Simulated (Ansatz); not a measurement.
## Run report: C, geometry relaxation (part 2 of 2)

Continued. System: C (P6₃mc, 4 atoms in the cell). Method: DFT PBE+D3(BJ), scalar-relativistic, plane waves, PAW, no spin polarisation (Ansatz 0.2.0); cutoff 420 eV, 18×18×6 k-mesh, Gaussian smearing of 0.1 eV. The structure derives from an entry of the Crystallography Open Database.

Geometry of the input (Å; fractional positions):
```
2.4700  0.0000  0.0000
-1.2350  2.1391  0.0000
0.0000  0.0000  6.7900
C  0.0000  0.0000  0.0000
C  0.0000  0.0000  0.5000
C  0.3333  0.6667  0.0050
C  0.6667  0.3333  0.5050
```

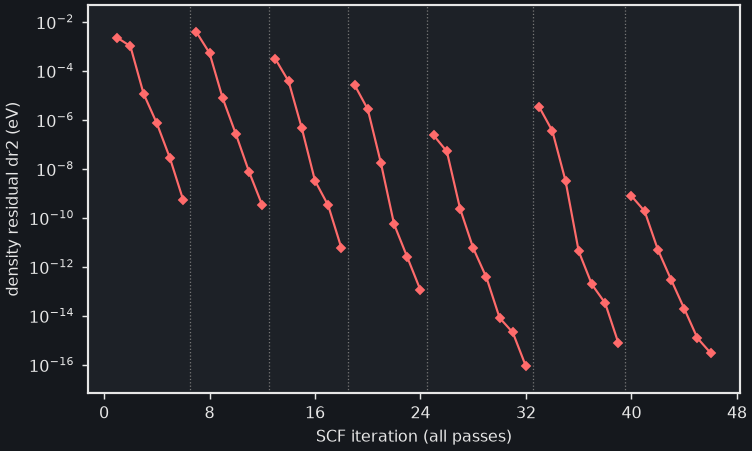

*Convergence of the self-consistent field: density residual dr2 against the SCF iteration. The dotted lines part the SCF passes of the relaxation: geometry steps, rejected trials and re-solves on a re-selected basis.*

The 7 passes take 6 to 8 iterations each, 46 in all.

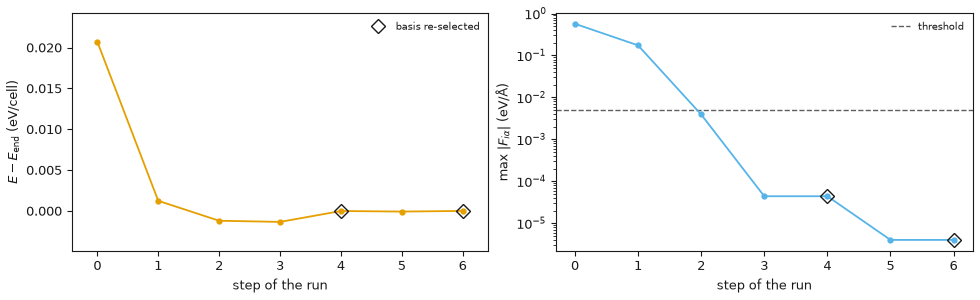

*Progress of the relaxation, step by step (the first geometry is step 0 here and step 1 in the log).*

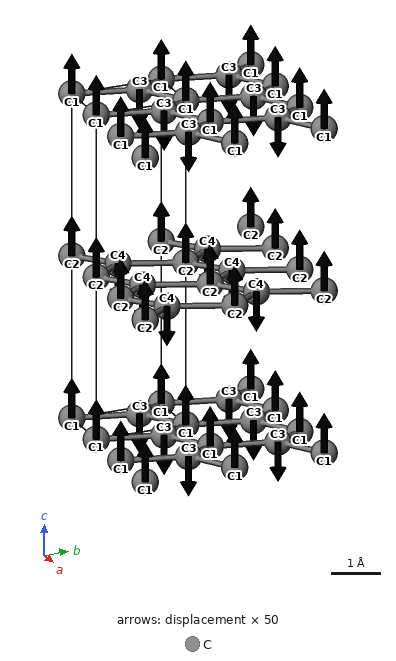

*The starting structure with the displacements (without the part carried along by the change of the cell) as black arrows, magnified 50 times (ball-and-stick view of the cell of the calculation, repeated 3 × 2 × 1, seen slightly off an axis).*

The energy falls by 20.8 meV per cell of the calculation in 4 geometry steps. The largest force component goes from 0.57 to under 0.0001 eV/Å. Pressure: −1.87 GPa at the start and 0.00 GPa at the end. The basis was re-selected once at an unchanged geometry, which shifts the energy a little without any move. The largest moves relative to the cell, 0.017 Å, are those of C1, C2, C3 and C4. The volume changes by −1.2 %, with a = b 2.470 → 2.465 Å (−0.2 %), c 6.790 → 6.738 Å (−0.8 %). The space group (tolerance 0.01 Å) goes from P6_3mc (No. 186) to P6_3/mmc (No. 194). The energy change given includes the shifts at the re-selections in mid-walk, which come without any move. A last SCF at the same geometry on a re-selected plane-wave basis shifts the energy by +0.1 meV per cell of the calculation. (Atoms are counted from 1 in the order of the input.)

```
basis re-selected at this cell: Δ(F+E_penalty+E_count) = +7.484e-5 eV, ΔP = -0.002 GPa vs the last step (what re-selecting the basis moved, of the pressure what is left beyond the Pulay correction that the steps carried, after the strain that the cell walked since its last selection, with what the two solves' SCF thresholds leave and, on support functions, any second-order correction that the steps lacked; it is no measure of the basis error at this ecutwfc). This SCF's stress stands 7.90e-3 GPa from its target on what of the cell is left free (relax.cell.stress_tol is 5.00e-2 GPa) and its largest allowed force component is 3.84e-6 eV/Å (relax.f_tol is 5.00e-3 eV/Å): within both
SCF converged after 7 iterations
Free energy (F): -1004.339425 eV
Harris-Foulkes:  -1004.339425 eV  (|F-HF|=2.27e-13)
Internal energy: -1004.338621 eV  (E = F + TS)
E sigma→0 (E₀):  -1004.339023 eV
Entropy (-TS):   -0.000804 eV (-0.201 meV/atom)
Fermi energy:    6.929957 eV
--- Per-component energies (eV) ---
  E_band       = -35.063489
  E_kinetic    = 363.779189
  E_local      = -615.440259  (includes V_loc(G=0)·N_el)
  E_nonlocal   = 109.223070
  E_hartree    = 186.212201
  E_xc         = -192.076132
  E_vxc        = -237.830074  (∫ρ·V_xc dr)
  E_paw        = -397.380833  (= ΣΔE_a)
  E_vpaw       = -27.219848  (= ΣTr[D̂ρ^β])
  E_aug_tail   = 0.000030  (compensation charges beyond the density's cutoff)
  E_ewald      = -458.033579
  E_disp       = -0.622309  (pairwise vdW)
  E_smearing   = -0.000804  (= −TS)
  E_closure    = 0.000000  (closes the sum)
  Σ components = -1004.339425   (vs F -1004.339425, Δ=0.00e0)
--- Forces (eV/Å), atoms counted from 1 ---
  atom   1  C      0.00000000    -0.00000000    -0.00000372
  atom   2  C      0.00000000     0.00000000    -0.00000372
  atom   3  C     -0.00000000     0.00000000     0.00000396
  atom   4  C     -0.00000000    -0.00000000     0.00000396
  max |Σ_I F_I| component: 4.65e-7 eV/Å
--- Stress (GPa, compression-positive) ---
       -0.002985      -0.000000       0.000000
       -0.000000      -0.002985       0.000000
        0.000000       0.000000      -0.007902
  P = ⅓ Tr σ = -0.0046 GPa (-0.046 kbar)
--- Band table (eV; the first three rows and the last of 148) ---
  k-point 0: bands = ["-12.7140", "-12.4234", "-1.5649", "0.3597", "3.9142", "3.9142", "3.9313", "3.9313", "11.1879", "15.2768", "15.2768", "15.3251"]
  k-point 1: bands = ["-12.6956", "-12.4441", "-1.4558", "0.2018", "3.9154", "3.9154", "3.9302", "3.9302", "11.5223", "15.2801", "15.2801", "15.3221"]
  k-point 2: bands = ["-12.6448", "-12.4997", "-1.1472", "-0.2001", "3.9187", "3.9187", "3.9271", "3.9271", "12.4486", "15.2878", "15.2878", "15.3126"]
  k-point 147: bands = ["-5.6476", "-5.6476", "-5.6412", "-5.6412", "-3.6129", "-3.6129", "6.9271", "6.9271", "6.9460", "6.9460", "17.1097", "17.1097"]
--- Relaxed structure (5 steps of the walk, 5 accepted, 2 SCFs on fresh bases) ---
  F+E_penalty+E_count = -1004.33942513 eV   max|allowed force component| = 3.841e-6 eV/Å   (the final SCF, on the basis selected at the relaxed cell)
  cell:  # Å, volume = 35.4582 Å³
    - [2.4649796647210533, 0.0, -3.3654983628830186e-34]
    - [-1.2324898323605267, 2.1347350094604804, 7.928335778552153e-34]
    - [-9.251718578925887e-34, 1.9825111240555475e-33, 6.738432521723591]
  atoms:
    - { symbol: C, position: [2.6881323314664414e-33, 2.8811315494576963e-33, 0.002500017438311123] }
    - { symbol: C, position: [-2.3366098852176616e-33, -3.841508732610261e-33, 0.5025000174383112] }
    - { symbol: C, position: [0.3333333333333333, 0.6666666666666667, 0.002499982561688878] }
    - { symbol: C, position: [0.6666666666666667, 0.33333333333333337, 0.5024999825616888] }
```

Trajectory as extended XYZ (Å, eV, eV/Å), 7 frames, from step=1 to step=7:
```
4
Lattice="2.4700 0.0000 0.0000 -1.2350 2.1391 0.0000 0.0000 0.0000 6.7900" Properties=species:S:1:pos:R:3:forces:R:3 step=1 energy=-1004.31872 pressure_GPa=-1.87
C     0.0000    0.0000    0.0000    0.0000   0.0000   0.5686
C     0.0000    0.0000    3.3950    0.0000   0.0000   0.5686
C     0.0000    1.4261    0.0340    0.0000   0.0000  -0.5686
C     1.2350    0.7130    3.4289    0.0000   0.0000  -0.5686
4
Lattice="2.4679 0.0000 0.0000 -1.2340 2.1373 0.0000 0.0000 0.0000 6.7472" Properties=species:S:1:pos:R:3:forces:R:3 step=2 energy=-1004.33818 pressure_GPa=-1.02
C     0.0000    0.0000    0.0221    0.0000   0.0000  -0.1741
C     0.0000    0.0000    3.3957    0.0000   0.0000  -0.1741
C     0.0000    1.4249    0.0117    0.0000   0.0000   0.1742
C     1.2340    0.7124    3.3853    0.0000   0.0000   0.1742
4
Lattice="2.4663 0.0000 0.0000 -1.2332 2.1359 0.0000 0.0000 0.0000 6.7385" Properties=species:S:1:pos:R:3:forces:R:3 step=3 energy=-1004.34062 pressure_GPa=-0.42
C     0.0000    0.0000    0.0170    0.0000   0.0000  -0.0039
C     0.0000    0.0000    3.3862    0.0000   0.0000  -0.0039
C     0.0000    1.4239    0.0167    0.0000   0.0000   0.0039
C     1.2332    0.7120    3.3860    0.0000   0.0000   0.0039
4
Lattice="2.4651 0.0000 0.0000 -1.2326 2.1349 0.0000 0.0000 0.0000 6.7410" Properties=species:S:1:pos:R:3:forces:R:3 step=4 energy=-1004.34077 pressure_GPa=-0.00
C     0.0000    0.0000    0.0169    0.0000   0.0000   0.0000
C     0.0000    0.0000    3.3874    0.0000   0.0000   0.0000
C     0.0000    1.4232    0.0169    0.0000   0.0000   0.0000
C     1.2326    0.7116    3.3874    0.0000   0.0000   0.0000
4
Lattice="2.4651 0.0000 0.0000 -1.2326 2.1349 0.0000 0.0000 0.0000 6.7410" Properties=species:S:1:pos:R:3:forces:R:3 step=5 energy=-1004.33943 pressure_GPa=-0.06
C     0.0000    0.0000    0.0169    0.0000   0.0000   0.0000
C     0.0000    0.0000    3.3874    0.0000   0.0000   0.0000
C     0.0000    1.4232    0.0169    0.0000   0.0000   0.0000
C     1.2326    0.7116    3.3874    0.0000   0.0000   0.0000
4
Lattice="2.4650 0.0000 0.0000 -1.2325 2.1347 0.0000 0.0000 0.0000 6.7384" Properties=species:S:1:pos:R:3:forces:R:3 step=6 energy=-1004.33950 pressure_GPa=-0.00
C     0.0000    0.0000    0.0168    0.0000   0.0000   0.0000
C     0.0000    0.0000    3.3861    0.0000   0.0000   0.0000
C     0.0000    1.4232    0.0168    0.0000   0.0000   0.0000
C     1.2325    0.7116    3.3861    0.0000   0.0000   0.0000
4
Lattice="2.4650 0.0000 0.0000 -1.2325 2.1347 0.0000 0.0000 0.0000 6.7384" Properties=species:S:1:pos:R:3:forces:R:3 step=7 energy=-1004.33943 pressure_GPa=-0.00
C     0.0000    0.0000    0.0168    0.0000   0.0000   0.0000
C     0.0000    0.0000    3.3861    0.0000   0.0000   0.0000
C     0.0000    1.4232    0.0168    0.0000   0.0000   0.0000
C     1.2325    0.7116    3.3861    0.0000   0.0000   0.0000
```

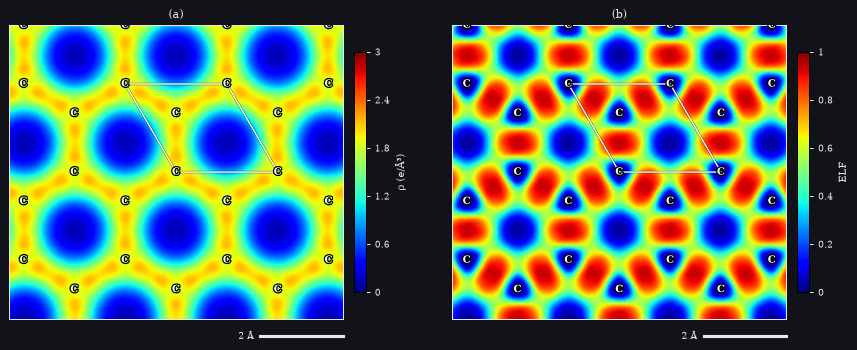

*(a) valence pseudo-density; (b) electron localisation function on the (001) plane of the conventional cell.*

Atoms in the plane: C. C–C (1.42 Å): ρ at the midpoint is about 2 e/Å³; the ELF peaks at about 0.95 between the atoms, which marks a covalent bond. Away from the nuclei the density in this plane falls to 0.15 e/Å³ at its lowest. In a PAW calculation such maps are meaningful between the atoms, not at the nuclei.

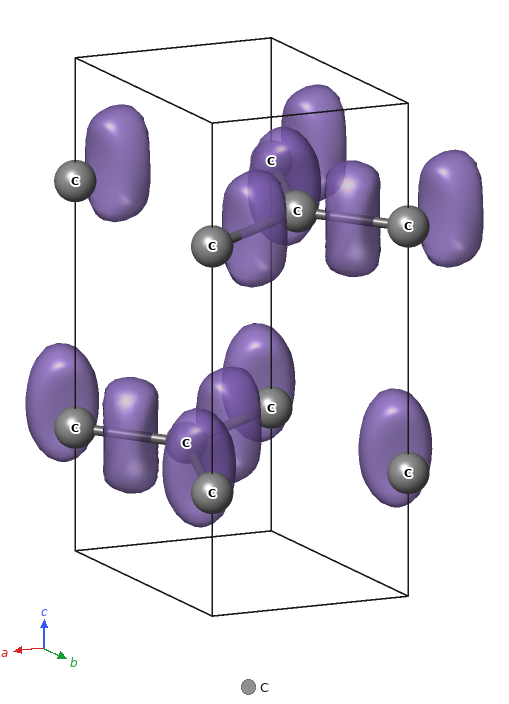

*Isosurface of the ELF at 0.75 (purple), seen at an oblique angle. Core shells and regions of very low density are left out. Sticks mark near contacts. The outline is the cell set on symmetry axes.*

The ELF exceeds this value in six regions between bonded C–C atoms (shared pairs), counted in one cell of 4 atoms.  Values along the shortest contacts: C–C (1.42 Å): the ELF peaks at about 0.95 between the atoms, which marks localised, shared-pair bonding.

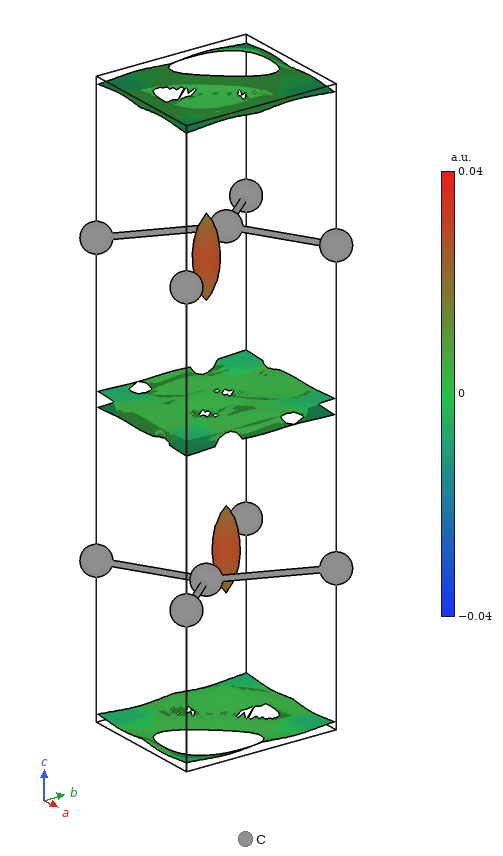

*Non-covalent interaction (NCI) plot: the surface where the reduced density gradient is 0.4, for densities under 0.05 a.u., coloured by sign(λ₂)ρ; seen slightly off an axis. The outline is the cell set on symmetry axes.*

Sheets between layers or molecules: weak, van der Waals-like contact (green) (×2) Between C on one side and C on the other: a weak, van der Waals-like contact (green) (×4)

Results in brief:

```json
{"quantity": "outcome", "value": "converged"}
{"quantity": "space group (tolerance 0.01 Å)", "value": "P6₃mc (186) → P6₃/mmc (194)"}
{"quantity": "electrons treated", "value": "16"}
{"quantity": "free energy", "value": "−1004.3394 eV"}
{"quantity": "Fermi energy", "value": "6.930 eV"}
{"quantity": "gap on the k-point mesh", "value": "none (metallic)"}
{"quantity": "pressure", "value": "0.00 GPa"}
{"quantity": "final volume", "value": "35.46 Å³"}
{"quantity": "largest force (length of the vector) at the end", "value": "under 0.001 eV/Å"}
{"quantity": "final cell", "value": "a = 2.465 Å, b = 2.465 Å, c = 6.738 Å, α = 90.00°, β = 90.00°, γ = 120.00°"}
{"quantity": "wall time", "value": "11 s (CPU time 40 s)"}
{"quantity": "peak memory", "value": "0.44 GiB"}
```
